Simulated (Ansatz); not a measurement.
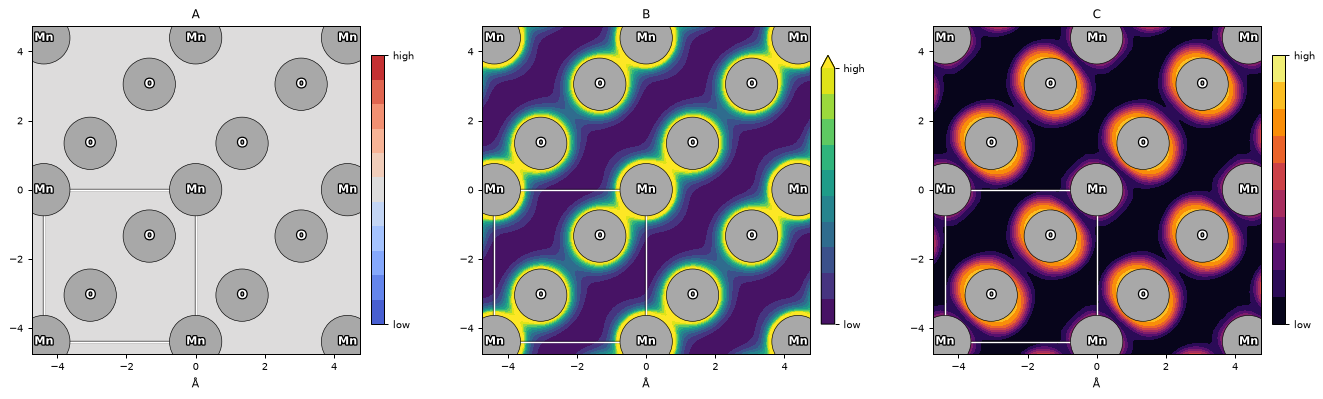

MnO2: 3 fields on the (001) plane of the conventional cell, with unlabelled colour scales. Grey discs cover the atomic cores.

Space group P4₂/mnm; computed pressure about 8 GPa in this cell; the SCF solution may not be the lowest one; Hubbard U of 3.9 eV on Mn d only; the program warned that another magnetic order may lie lower; spin-polarised.

All numbers below come from DFT PBE+U, scalar-relativistic, plane waves, PAW (Ansatz 0.2.0).

Q: Match the panels to the quantities (electron localisation function, spin density and valence pseudo-density).

A: Panel A: spin density (confined to the magnetic sites and close to zero elsewhere). Panel B: valence pseudo-density. Panel C: electron localisation function. From the grid: Mn–O (1.90 Å): ρ at the midpoint is about 0.78 e/Å³; the ELF peaks at about 0.85 in the valence shell of O, 0.6 Å from its nucleus, and is about 0.25 at the midpoint: no localised pair shows between them.
